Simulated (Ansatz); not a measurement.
## Geometry relaxation, with input and output: Os

- system: Os (2 atoms in the cell)
- method: DFT r2SCAN, scalar-relativistic, plane waves, PAW, no spin polarisation (Ansatz 0.2.0)

Figures and captions count atoms from 1; the log counts them from 0 in places.

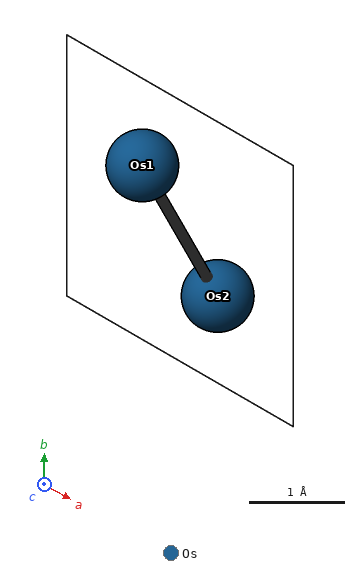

**Figure 1.** The starting structure (ball-and-stick view of the cell of the calculation, along the c axis; atoms are numbered from 1 in the order of the input). Near neighbours in the crystal (not all of them lie inside the picture): Os has 12 Os at 2.70 to 2.75 Å.

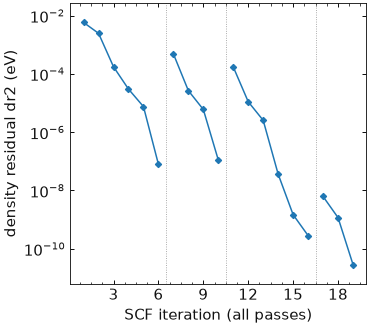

**Figure 2.** Convergence of the self-consistent field: density residual dr2 against the SCF iteration. The dotted lines part the SCF passes of the relaxation: geometry steps, rejected trials and re-solves on a re-selected basis. The passes take 6, 4, 6 and 3 iterations.

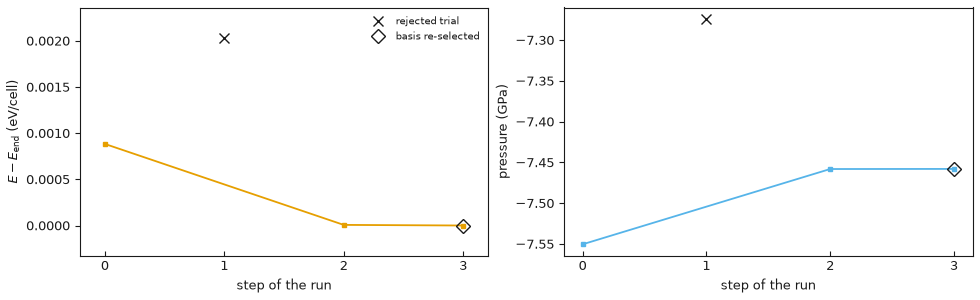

**Figure 3.** Progress of the relaxation, step by step (the first geometry is step 0 here and step 1 in the log). After 2 geometry steps the energy has fallen by 0.9 meV per cell of the calculation. All forces vanish by symmetry, so only the cell relaxes. Pressure: −7.55 GPa at the start and −7.46 GPa at the end. The line search rejected the trial step at point 1 (counted from 0) and went back. No atom moves by more than 0.005 Å relative to the cell. Among the contacts that change: Os1–Os1 2.749 → 2.753 Å, Os1–Os2 2.697 → 2.693 Å. The space group stays P6_3/mmc (No. 194). A last SCF at the same geometry on a re-selected plane-wave basis shifts the energy by next to nothing (0.0 meV per cell of the calculation). (Atoms are counted from 1 in the order of the input.)

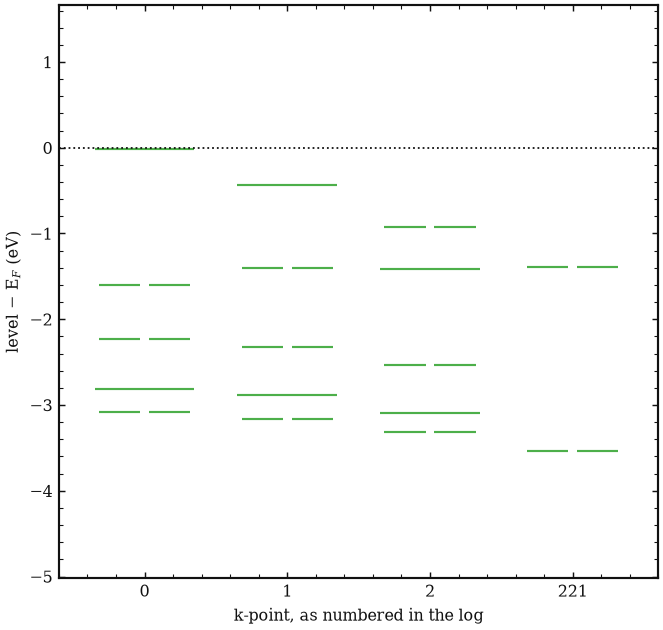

**Figure 4.** Kohn–Sham levels near the Fermi level (dotted) at the few k-points that the log prints; levels within 0.02 eV of each other stand side by side. The system is metallic on the full mesh.

These pictures come from the run below.

## Input file
```yaml
crystal:
  lattice:
    - [2.7485690292, 0.0, 0.0]
    - [-1.3742845146, 2.3803306034, 0.0]
    - [0.0, 0.0, 4.3623107432]
  atoms:
    - { symbol: Os, position: [0.3333333333, 0.6666666667, 0.75] }
    - { symbol: Os, position: [0.6666666667, 0.3333333333, 0.25] }
basis:
  ecutwfc: 500
  ecutrho_ratio: 4
kpoints:
  mp_grid: { grid: [18, 18, 10] }
hamiltonian:
  xc: r2scan
scf:
  occupations: { method: gaussian, width: 0.05 }
output:
  forces: true
  stress: true
  eigenvalues: true
relax:
  f_tol: 0.02
  max_steps: 40
  cell: { stress_tol: 0.2, fix: [volume] }
```

## The program's output
```
Engine: ansatz 0.2.0, x86_64-unknown-linux-gnu
Pseudopotentials: kind: paw
Pseudopotential: Os, paw, valence charge 16, recommended cutoff 500 eV (meta_gga), Os.paw.azcp
Functional definition: r2SCAN
  parameter k0 = 0.174
  parameter k1 = 0.065
  parameter a1 = 4.9479
  exchange = r2scan_x(k0 = k0, k1 = k1, a1 = a1)
  correlation = r2scan_c
Crystal: 2 atoms, lattice volume = 28.540 Å³
Basis set: ecut = 500 eV, 711 PW (Γ), exchange–correlation on 96×96×128 points (64 copies of the dense FFT grid, shifted against one another)
Bands: 20, of which v1, the nominal top of the filled ones, is band 16 counted from 1 (15 counted from 0)
Symmetry: 24 space group operations
Space group: P63/mmc (ITA 194), of the structure as read, at distance tolerance 3.1e-5 Å
k-points: 222 of 3240
Non-local potential: Os, projectors of the file, l = 0: 3, l = 1: 2, l = 2: 2, l = 3: 1
PAW form: soft (Blöchl's): semilocal exchange-correlation on the pseudo side does not see the compensation charge
PAW frozen core: Os, regenerated for the run's functional (the file was generated under x = pbe(κ = 0.804, μ = 0.2195149727645171), c = pbe(β = 0.06672455060314922))
PAW one-centre angular grid: Os, 590 points (default); XC on 160 Gauss nodes
Initial density: superposition of atomic densities (neutral atoms: chi_scale 0, normalization atom), corrected by the library's trained network
Initial wavefunctions: pseudopotential atomic-orbital guess
Functional: x = r2scan, c = r2scan; τ floored in thin density (d = 2e-4 eV/Å³)
SCF iter   1: F=—  HF=-22795.191672 eV  |F-HF|=—  |Δ(HF+E_count)|=         —  Δρ=1.04e-2  dr2=5.79e-3  dr2_τ=3.56e-2  ethr=1.77e-3  ⟨swp⟩=5.1  Hψ=17850  notcnv=0
preconditioner: auto → none  [metal: Δε(μ)=0.010 eV  Ē_g=6.974 eV  σ=0.050 eV  W_gap=0.12  n_scr=8 (ndim 8)  ℏωp=27.8 eV  f_vac=0.000  D(μ)=1.47/eV (n_scr^D=22)  sad-step TF]
SCF iter   2: F=—  HF=-22795.240756 eV  |F-HF|=—  |Δ(HF+E_count)|=   4.91e-2  Δρ=6.41e-3  dr2=2.45e-3  dr2_τ=5.87e-4  ethr=1.81e-5  ⟨swp⟩=2.0  Hψ=8813  notcnv=0  defer=63
SCF iter   3: F=—  HF=-22795.247459 eV  |F-HF|=—  |Δ(HF+E_count)|=   6.70e-3  Δρ=8.58e-4  dr2=1.74e-4  dr2_τ=2.19e-5  ethr=7.65e-6  ⟨swp⟩=3.0  Hψ=8350  notcnv=0  defer=63
SCF iter   4: F=—  HF=-22795.247598 eV  |F-HF|=—  |Δ(HF+E_count)|=   1.39e-4  Δρ=4.20e-4  dr2=2.99e-5  dr2_τ=3.66e-6  ethr=5.44e-7  ⟨swp⟩=2.0  Hψ=6169  notcnv=0  defer=63
SCF iter   5: F=—  HF=-22795.247670 eV  |F-HF|=—  |Δ(HF+E_count)|=   7.21e-5  Δρ=1.90e-4  dr2=7.49e-6  dr2_τ=8.81e-7  ethr=9.33e-8  ⟨swp⟩=2.0  Hψ=6162  notcnv=0  defer=63
SCF iter   6: F=-22795.247685 eV  HF=-22795.247685 eV  |F-HF|=1.51e-7  |Δ(HF+E_count)|=   1.48e-5  Δρ=2.16e-5  dr2=7.82e-8  dr2_τ=5.45e-9  ethr=3.13e-10  ⟨swp⟩=5.5  Hψ=22442  notcnv=0
SCF 1 converged in 6 iterations: F = -22795.247685 eV  dr2 = 7.82e-8
  greatest PAW one-centre occupation: 1.000 electrons in one spin orbital (limit 2), on the Os atom at site 1 (counted from 0), in its partial waves of l = 0
relax step   1: F+E_penalty+E_count = -22795.24768503 eV  Δ(F+E_penalty+E_count) = +0.000e0 eV  max|allowed force component| = 1.989e-16 eV/Å  Δτ_max = 0.0000 Å  P = -7.550 GPa  Ω = 28.540 Å³  fix = [volume]  reactions: volume -7.550 GPa  (6 SCF iters, dr2 threshold 1.00e-7 eV, accepted)
Initial density: handed on by an earlier stage of this run
Initial wavefunctions: those handed on with the density
iter 1 solved again at ethr=1.42e-6 eV; its pass at ethr=3.10e-3 eV (dr2=4.56e-4 eV) is discarded
SCF iter   1: F=—  HF=-22795.242114 eV  |F-HF|=—  |Δ(HF+E_count)|=         —  Δρ=1.33e-3  dr2=4.83e-4  dr2_τ=7.43e-3  ethr=1.42e-6  ⟨swp⟩=2.3  Hψ=24842  notcnv=0
preconditioner: auto → none  [metal: Δε(μ)=0.011 eV  Ē_g=6.971 eV  σ=0.050 eV  W_gap=0.12  n_scr=8 (ndim 8)  ℏωp=27.8 eV  f_vac=0.000  D(μ)=1.87/eV (n_scr^D=22)]
SCF iter   2: F=—  HF=-22795.246524 eV  |F-HF|=—  |Δ(HF+E_count)|=   4.41e-3  Δρ=5.04e-4  dr2=2.64e-5  dr2_τ=1.71e-5  ethr=1.42e-6  ⟨swp⟩=2.0  Hψ=7567  notcnv=0
SCF iter   3: F=—  HF=-22795.246528 eV  |F-HF|=—  |Δ(HF+E_count)|=   4.07e-6  Δρ=2.50e-4  dr2=5.96e-6  dr2_τ=4.31e-7  ethr=8.24e-8  ⟨swp⟩=1.9  Hψ=6854  notcnv=0
SCF iter   4: F=-22795.246533 eV  HF=-22795.246533 eV  |F-HF|=5.26e-8  |Δ(HF+E_count)|=   5.03e-6  Δρ=2.43e-5  dr2=1.10e-7  dr2_τ=2.74e-8  ethr=6.25e-10  ⟨swp⟩=3.3  Hψ=19520  notcnv=0
SCF 2 converged in 4 iterations: F = -22795.246533 eV  dr2 = 1.10e-7
relax step   2: F+E_penalty+E_count = -22795.24653319 eV  Δ(F+E_penalty+E_count) = +1.152e-3 eV  max|allowed force component| = 6.476e-17 eV/Å  Δτ_max = 0.0000 Å  P = -7.274 GPa  Ω = 28.540 Å³  energy of the carried Pulay correction = -1.162e-6 eV  fix = [volume]  (4 SCF iters, dr2 threshold 2.00e-7 eV, rejected (line search))
iter 1 solved again at ethr=5.45e-7 eV; its pass at ethr=3.10e-3 eV (dr2=1.74e-4 eV) is discarded
SCF iter   1: F=—  HF=-22795.246992 eV  |F-HF|=—  |Δ(HF+E_count)|=         —  Δρ=7.95e-4  dr2=1.72e-4  dr2_τ=2.60e-3  ethr=5.45e-7  ⟨swp⟩=2.3  Hψ=24224  notcnv=0
preconditioner: auto → none  [metal: Δε(μ)=0.001 eV  Ē_g=6.972 eV  σ=0.050 eV  W_gap=0.02  n_scr=8 (ndim 8)  ℏωp=27.8 eV  f_vac=0.000  D(μ)=1.55/eV (n_scr^D=22)]
SCF iter   2: F=—  HF=-22795.248562 eV  |F-HF|=—  |Δ(HF+E_count)|=   1.57e-3  Δρ=3.29e-4  dr2=1.10e-5  dr2_τ=6.13e-6  ethr=5.36e-7  ⟨swp⟩=2.0  Hψ=7577  notcnv=0
SCF iter   3: F=—  HF=-22795.248564 eV  |F-HF|=—  |Δ(HF+E_count)|=   1.89e-6  Δρ=1.65e-4  dr2=2.53e-6  dr2_τ=1.44e-7  ethr=3.44e-8  ⟨swp⟩=1.1  Hψ=4695  notcnv=0
SCF iter   4: F=—  HF=-22795.248562 eV  |F-HF|=—  |Δ(HF+E_count)|=   2.29e-6  Δρ=1.43e-5  dr2=3.59e-8  dr2_τ=4.51e-9  ethr=7.92e-9  ⟨swp⟩=2.6  Hψ=7777  notcnv=0
SCF iter   5: F=—  HF=-22795.248562 eV  |F-HF|=—  |Δ(HF+E_count)|=   7.89e-9  Δρ=2.44e-6  dr2=1.46e-9  dr2_τ=1.99e-10  ethr=1.12e-10  ⟨swp⟩=2.8  Hψ=7795  notcnv=0
SCF iter   6: F=-22795.248562 eV  HF=-22795.248562 eV  |F-HF|=9.46e-11  |Δ(HF+E_count)|=  2.95e-10  Δρ=1.13e-6  dr2=2.80e-10  dr2_τ=1.55e-11  ethr=1.00e-12  ⟨swp⟩=4.1  Hψ=14350  notcnv=0
SCF 3 converged in 6 iterations: F = -22795.248562 eV  dr2 = 2.80e-10
relax step   3: F+E_penalty+E_count = -22795.24856184 eV  Δ(F+E_penalty+E_count) = -8.768e-4 eV  max|allowed force component| = 1.295e-16 eV/Å  Δτ_max = 0.0000 Å  P = -7.458 GPa  Ω = 28.540 Å³  energy of the carried Pulay correction = -4.741e-7 eV  fix = [volume]  reactions: volume -7.458 GPa  (6 SCF iters, accepted)
Initial wavefunctions: pseudopotential atomic-orbital guess (no wavefunctions were taken with the density)
iter 1 solved again at ethr=1.60e-8 eV; its pass at ethr=3.10e-3 eV (dr2=5.13e-6 eV) is discarded
SCF iter   1: F=—  HF=-22795.248574 eV  |F-HF|=—  |Δ(HF+E_count)|=         —  Δρ=1.35e-5  dr2=6.17e-9  dr2_τ=7.45e-8  ethr=1.60e-8  ⟨swp⟩=3.8  Hψ=31689  notcnv=0
preconditioner: auto → none  [metal: Δε(μ)=0.011 eV  Ē_g=6.972 eV  σ=0.050 eV  W_gap=0.13  n_scr=8 (ndim 8)  ℏωp=27.8 eV  f_vac=0.000  D(μ)=1.57/eV (n_scr^D=22)]
SCF iter   2: F=—  HF=-22795.248568 eV  |F-HF|=—  |Δ(HF+E_count)|=   5.88e-6  Δρ=6.26e-6  dr2=1.16e-9  dr2_τ=1.85e-9  ethr=1.93e-11  ⟨swp⟩=2.2  Hψ=7918  notcnv=0
SCF iter   3: F=-22795.248568 eV  HF=-22795.248568 eV  |F-HF|=2.91e-11  |Δ(HF+E_count)|=   1.86e-9  Δρ=8.00e-7  dr2=2.85e-11  dr2_τ=3.91e-11  ethr=1.00e-12  ⟨swp⟩=5.0  Hψ=16433  notcnv=0
SCF 4 converged in 3 iterations: F = -22795.248568 eV  dr2 = 2.85e-11
relax step   4: F+E_penalty+E_count = -22795.24856848 eV  Δ(F+E_penalty+E_count) = -6.647e-6 eV  max|allowed force component| = 1.342e-16 eV/Å  Δτ_max = 0.0000 Å  P = -7.458 GPa  Ω = 28.540 Å³  fix = [volume]  reactions: volume -7.458 GPa  stress off target by 7.55e-2 GPa on what of the cell is left free  SCF on the basis re-selected at this cell (its energy is not comparable with the rows above)  (3 SCF iters)
basis re-selected at this cell: Δ(F+E_penalty+E_count) = -6.647e-6 eV, ΔP = +0.000 GPa vs the last step (what re-selecting the basis moved, of the pressure what is left beyond the Pulay correction that the steps carried, after the strain that the cell walked since its last selection, with what the two solves' SCF thresholds leave and, on support functions, any second-order correction that the steps lacked; it is no measure of the basis error at this ecutwfc). This SCF's stress stands 7.55e-2 GPa from its target on what of the cell is left free (relax.cell.stress_tol is 2.00e-1 GPa) and its largest allowed force component is 1.34e-16 eV/Å (relax.f_tol is 2.00e-2 eV/Å): within both
SCF converged after 3 iterations
Free energy (F): -22795.248568 eV
Harris-Foulkes:  -22795.248568 eV  (|F-HF|=2.91e-11)
Internal energy: -22795.246608 eV  (E = F + TS)
E sigma→0 (E₀):  -22795.247588 eV
Entropy (-TS):   -0.001960 eV (-0.980 meV/atom)
Fermi energy:    25.198066 eV
--- Per-component energies (eV) ---
  E_band       = -181.696858
  E_kinetic    = 1124.289617
  E_local      = -1608.659619  (includes V_loc(G=0)·N_el)
  E_nonlocal   = -3.141260
  E_hartree    = 664.873743
  E_xc         = -505.400078
  E_vxc        = -627.606334  (∫ρ·V_xc dr)
  E_paw        = -18077.792876  (= ΣΔE_a)
  E_vpaw       = -432.990548  (= ΣTr[D̂ρ^β])
  E_aug_tail   = -0.000291  (compensation charges beyond the density's cutoff)
  E_vtau       = 36.663937  (kinetic-family band-sum trace: ∫τ·v_τ [+ j·A + Jᵃ·Aᵃ] dr)
  E_ewald      = -4388.645818
  E_core_change = -0.770026  (= ΣΔE_core)
  E_smearing   = -0.001960  (= −TS)
  E_closure    = -0.000000  (closes the sum)
  Σ components = -22795.248568   (vs F -22795.248568, Δ=0.00e0)
--- Forces (eV/Å), atoms counted from 1 ---
  atom   1  Os     0.00000000    -0.00000000     0.00000000
  atom   2  Os     0.00000000     0.00000000     0.00000000
  max |Σ_I F_I| component: 2.78e-17 eV/Å
--- Stress (GPa, compression-positive) ---
       -7.495745      -0.000000       0.000000
        0.000000      -7.495745       0.000000
        0.000000       0.000000      -7.382458
  P = ⅓ Tr σ = -7.4580 GPa (-74.580 kbar)
--- Band table (eV; the first three rows and the last of 222) ---
  k-point 0: bands = ["-63.4283", "-63.3072", "-22.8012", "-21.8628", "-21.8628", "-21.6830", "-21.6830", "-21.6245", "13.9406", "17.2506", "22.1216", "22.1216", "22.3902", "22.9635", "22.9635", "23.5999", "23.5999", "25.1823", "26.9131", "26.9131"]
  k-point 1: bands = ["-63.4253", "-63.3102", "-22.7740", "-21.8584", "-21.8584", "-21.6875", "-21.6875", "-21.6551", "14.0697", "17.2666", "22.0368", "22.0368", "22.3149", "22.8795", "22.8795", "23.7981", "23.7981", "24.7607", "26.9297", "26.9297"]
  k-point 2: bands = ["-63.4168", "-63.3189", "-22.6947", "-21.8458", "-21.8458", "-21.7433", "-21.7003", "-21.7003", "14.4455", "17.2907", "21.8884", "21.8884", "22.1101", "22.6620", "22.6620", "23.7797", "24.2765", "24.2765", "26.9341", "26.9341"]
  k-point 221: bands = ["-63.3004", "-63.3004", "-22.5618", "-22.5618", "-22.2933", "-22.2933", "-21.8331", "-21.8331", "19.2468", "19.2468", "20.1643", "20.1643", "21.6672", "21.6672", "23.8116", "23.8116", "26.8643", "26.8643", "33.6834", "33.6834"]
--- Relaxed structure (3 steps of the walk, 2 accepted, 1 SCFs on fresh bases) ---
  F+E_penalty+E_count = -22795.24856848 eV   max|allowed force component| = 1.342e-16 eV/Å   (the final SCF, on the basis selected at the relaxed cell)
  cell:  # Å, volume = 28.5404 Å³
    - [2.753423103695928, 0.0, 0.0]
    - [-1.376711551847964, 2.384534355167668, 0.0]
    - [0.0, 0.0, 4.346943460044984]
  atoms:
    - { symbol: Os, position: [0.3333333333333333, 0.6666666666666666, 0.7499999999999998] }
    - { symbol: Os, position: [0.6666666666666666, 0.3333333333333333, 0.24999999999999994] }
```

## Results in brief

```tsv
quantity	value
outcome	converged
space group (tolerance 0.01 Å)	P6₃/mmc (194)
electrons treated	32
free energy	−22795.2486 eV
Fermi energy	25.198 eV
gap on the k-point mesh	none (metallic)
pressure	−7.46 GPa
final volume	28.54 Å³
largest force (length of the vector) at the end	under 0.001 eV/Å
final cell	a = 2.753 Å, b = 2.753 Å, c = 4.347 Å, α = 90.00°, β = 90.00°, γ = 120.00°
hardware	8 threads of an x86-64 CPU, shared host
wall time	6.1 s (CPU time 39 s)
peak memory	0.63 GiB
```

Spin–orbit coupling is left out, which matters for Os. The cell is under a tension of 7.5 GPa at this level, so it is not at its equilibrium volume.
